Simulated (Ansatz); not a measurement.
System: Zn₁₆HSe₁₆ (cell charge +1, with a compensating background) (cell with a defect).

Input file:

```
crystal:
  lattice:
    - [5.7317611754, -5.7317611754, -5.7317611754]
    - [-5.7317611754, -5.7317611754, 5.7317611754]
    - [-5.7317611754, 5.7317611754, -5.7317611754]
  atoms:
    - { symbol: Zn, position: [0.2469253517, 0.246721222, 0.4938149282] }
    - { symbol: Zn, position: [0.2469463392, 0.4934664109, 0.2471313051] }
    - { symbol: Zn, position: [0.2526597874, 0.7483217697, -0.000656334] }
    - { symbol: Zn, position: [-0.0007732699, 0.2522694106, 0.7487171231] }
    - { symbol: Zn, position: [0.2524191841, -0.0009355786, 0.7487429255] }
    - { symbol: Zn, position: [-0.0031793758, 0.4981594035, 0.4985677778] }
    - { symbol: Zn, position: [-0.000784762, 0.7483788308, 0.2528424889] }
    - { symbol: Zn, position: [0.7485115771, 0.2524272783, -0.0006579644] }
    - { symbol: Zn, position: [0.9791441244, 0.9767518029, 0.9779577727] }
    - { symbol: Zn, position: [0.748308206, 0.5002595076, 0.751254296] }
    - { symbol: Zn, position: [0.7511820591, 0.7482646704, 0.4989978525] }
    - { symbol: Zn, position: [0.4936710341, 0.2467002682, 0.2471140552] }
    - { symbol: Zn, position: [0.7485895253, -0.0008849908, 0.2527050952] }
    - { symbol: Zn, position: [0.4983936189, 0.4981686273, -0.0029770204] }
    - { symbol: Zn, position: [0.4961115584, 0.7448448868, 0.7444474123] }
    - { symbol: Zn, position: [0.4983726367, -0.0033958181, 0.4985713201] }
    - { symbol: Se, position: [-0.0006501504, 0.2495952166, 0.4987309606] }
    - { symbol: Se, position: [-0.0006948963, 0.4983340936, 0.2499823623] }
    - { symbol: Se, position: [0.0027182338, 0.7436209622, 0.0057186194] }
    - { symbol: Se, position: [0.7479454311, 0.2480168756, 0.7480776391] }
    - { symbol: Se, position: [-1.41645e-05, -0.0001962693, 0.7426437523] }
    - { symbol: Se, position: [0.7449863682, 0.4961938623, 0.499954703] }
    - { symbol: Se, position: [0.7479250176, 0.7477868036, 0.2483141555] }
    - { symbol: Se, position: [0.4984991243, 0.2495851468, -0.000501396] }
    - { symbol: Se, position: [0.7417266822, 0.0013169854, 0.0007350699] }
    - { symbol: Se, position: [0.4926940399, 0.4940112132, 0.7387055942] }
    - { symbol: Se, position: [0.4968975144, 0.7443907828, 0.4975128461] }
    - { symbol: Se, position: [0.2367308106, 0.236525233, 0.2369130347] }
    - { symbol: Se, position: [0.4985415968, -0.0009044488, 0.2499686768] }
    - { symbol: Se, position: [0.2497825994, 0.498280376, -0.0005185912] }
    - { symbol: Se, position: [0.2481788634, 0.7477720291, 0.7480953393] }
    - { symbol: Se, position: [0.2497817161, -0.0008591448, 0.4987568346] }
    - { symbol: H, position: [0.8055637975, 0.8047645838, 0.8064290048] }
  host:
    lattice:
      - [0.0, 2.8658805877, 2.8658805877]
      - [2.8658805877, 0.0, 2.8658805877]
      - [2.8658805877, 2.8658805877, 0.0]
    atoms:
      - { symbol: Zn, position: [0.0, 0.0, 0.0] }
      - { symbol: Se, position: [0.75, 0.75, 0.75] }
total_charge: 1
basis:
  ecutwfc: 420
  xc_grid: 2
kpoints:
  mp_grid: { grid: [2, 2, 2], shift: [0.5, 0.5, 0.5] }
hamiltonian:
  xc: pbe
scf:
  occupations: { method: gaussian, width: 0.01 }
output:
  forces: true
  stress: false
  eigenvalues: true
  charged_corrections:
    defect_position: [0.75, 0.75, 0.75]
    epsilon: [[10.789, 0.0, 0.0], [0.0, 10.789, 0.0], [0.0, 0.0, 10.789]]
  write_density: true
  write_potential: true
  elf: true
  volumetric_format: npy
relax:
  adjacent_minimum: "off"
  f_tol: 0.025
  max_steps: 45
```

Launched as:

```sh
ansatz run input.yaml --threads 4 --pin off --max-ram 10240MiB --backend cpu --events-out ev --progress --plain --runs-dir out
```

The fields are those of the run's last geometry, not of the input's.

Method: DFT PBE, scalar-relativistic, plane waves, PAW in Ansatz 0.2.0.

Question: Predict the valence pseudo-density and electron localisation function between the atoms.

Answer: Se–H (1.49 Å): ρ is about 1.5 e/Å³ halfway; the ELF climbs to about 1 towards the hydrogen, as it does in any bond to H: an ordinary covalent bond to hydrogen.
Zn–Se (2.40 Å): ρ is about 0.5 e/Å³ halfway; the ELF is about 0.60 at the midpoint.
Zn–Se (2.45 Å): ρ is about 0.46 e/Å³ halfway; the ELF is about 0.60 at the midpoint.
Zn–Se (2.49 Å): ρ at the midpoint is about 0.45 e/Å³, with its minimum of 0.38 e/Å³ about 1.1 Å from Zn; the ELF is about 0.60 at the midpoint.

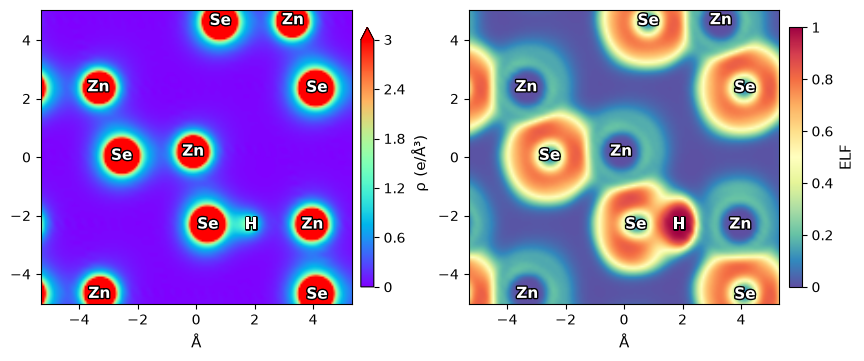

Computed valence pseudo-density and electron localisation function on the (001) plane of the calculation cell, in this order. 

Core electrons are frozen (PAW), and the valence fields are smoothed inside the atomic spheres.
